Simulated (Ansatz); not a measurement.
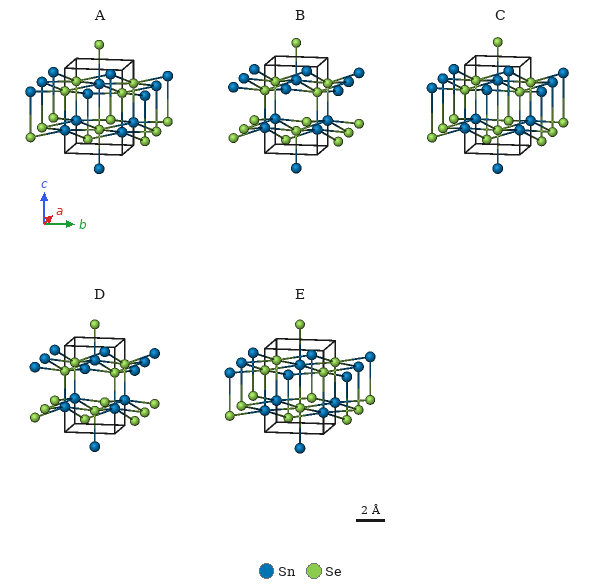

5 geometries from one relaxation of crystalline SnSe (a generated structure, set up in I4mm) (coarse preliminary run), in shuffled order. Style: ball-and-stick. Shown: the conventional cell (2 times the calculation's cell), from a free direction. Lengths and directions refer to the drawn axes.

Theory: DFT PBE, scalar-relativistic, plane waves, PAW in Ansatz 0.2.0. (plane-wave cutoff 420 eV; k-point mesh 6 × 6 × 6; occupations gaussian; smearing width 0.1 eV; no spin polarisation; cell and atoms relaxed; force threshold 0.04 eV/Å; at most 70 steps)

Question: Put them in the order of the run, from the start to the converged end.

Answer: D, B, C, A, E. They are steps 0, 1, 2, 3, 9, at +864 meV per atom, +382 meV per atom, +132 meV per atom, +19.1 meV per atom relative to the last. The largest moves relative to the cell, 0.21 Å, are those of Sn and Se atoms. Largest moves by element: Sn 0.21 Å, Se 0.21 Å. Cell: a = b 3.642 → 4.275 Å (+17.4 %), c 6.275 → 6.061 Å (−3.4 %). Volume +33.1 %. Some distances before and after: Se–Sn 3.663 → 3.125 Å, Se–Sn 2.629 → 3.024 Å, Se–Sn 2.611 → 2.935 Å. Among the angles between lasting bonds that change: Se–Sn–Se 156.9° → 176.4°, Sn–Se–Sn 156.9° → 176.4°, Se–Sn–Se 101.5° → 91.8°. The space group stays I4mm (No. 107). After 7 accepted moves (9 points after the start) the energy has fallen by 864 meV per atom. Largest force component: 0.48 eV/Å at the start, 0.0011 eV/Å at the end. The pressure goes from 35.76 to −0.01 GPa. The SCF was repeated twice at an unchanged geometry on a basis and grid sized afresh for the cell, which shifted the energy by 6.0 meV per atom at most. The run took 32 s on 1 thread of Arm Neoverse V1, on a shared host, peak memory 0.35 GiB.
